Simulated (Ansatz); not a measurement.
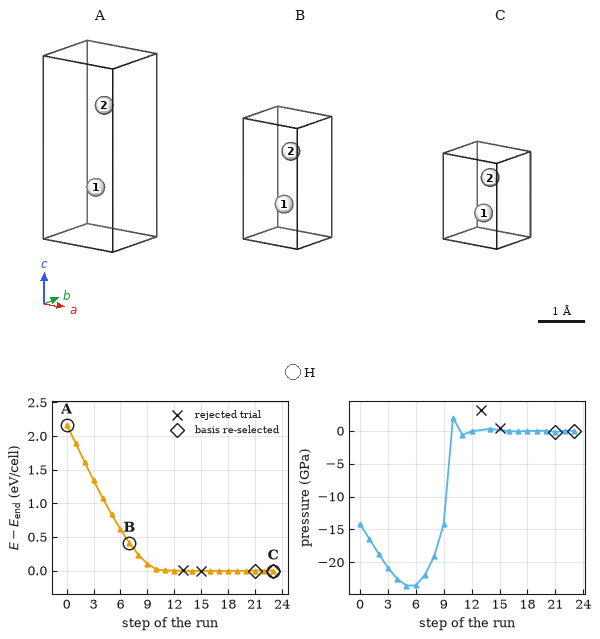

Frames of a relaxation of crystalline H (a generated structure, set up in P6_3/mmc), marked on the history of the run. A ball-and-stick model of the cell of the calculation, seen slightly off an axis.

Case: cell and atoms relaxed from a first guess.

These are results of DFT, PBE, PAW with Ansatz's default frozen-core files, scalar-relativistic (Ansatz), not measurements.

The input:
```yaml
crystal:
  lattice:
    - [2.5123336524, 0.0, 0.0]
    - [-1.2561668262, 2.1757447658, 0.0]
    - [0.0, 0.0, 4.0699805169]
  atoms:
    - { symbol: H, position: [0.3333333333, 0.6666666667, 0.25] }
    - { symbol: H, position: [0.6666666667, 0.3333333333, 0.75] }
kpoints:
  mp_grid: { grid: [17, 17, 9] }
scf:
  occupations: { method: fermi_dirac, width: 0.05 }
hamiltonian:
  xc: pbe
  pseudopotentials: { kind: paw }
output:
  forces: true
  stress: true
relax:
  f_tol: 0.005
  max_steps: 80
  cell: {}
```

Command:
```bash
ansatz run input.yaml --threads 1 --pin off --max-ram 2048MiB --backend cpu --events-out ev --progress --plain --runs-dir out
```

Q: Describe the path.

A: The atoms keep their places relative to the cell (all moves are under 0.005 Å). Cell: a = b 2.512 → 1.932 Å (−23.1 %), c 4.070 → 1.905 Å (−53.2 %). Volume −72.3 %. The space group stays P6_3/mmc (No. 194). Over 19 accepted moves (23 points after the start) the energy falls by 2.170 eV per cell of the calculation. All forces vanish by symmetry, so only the cell relaxes. Pressure: −14.16 GPa at the start and 0.01 GPa at the end. The line search rejected the trial steps at points 13, 15 of the run. The SCF was repeated twice at an unchanged geometry on a basis and grid sized afresh for the cell, which shifted the energy by 4.9 meV per cell of the calculation at most. The run took of the order of 10 core-seconds on a shared host. From step 0 to 7: volume −60.0 %, energy −1.758 eV per cell of the calculation. From step 7 to 23: volume −30.8 %, energy −0.413 eV per cell of the calculation.
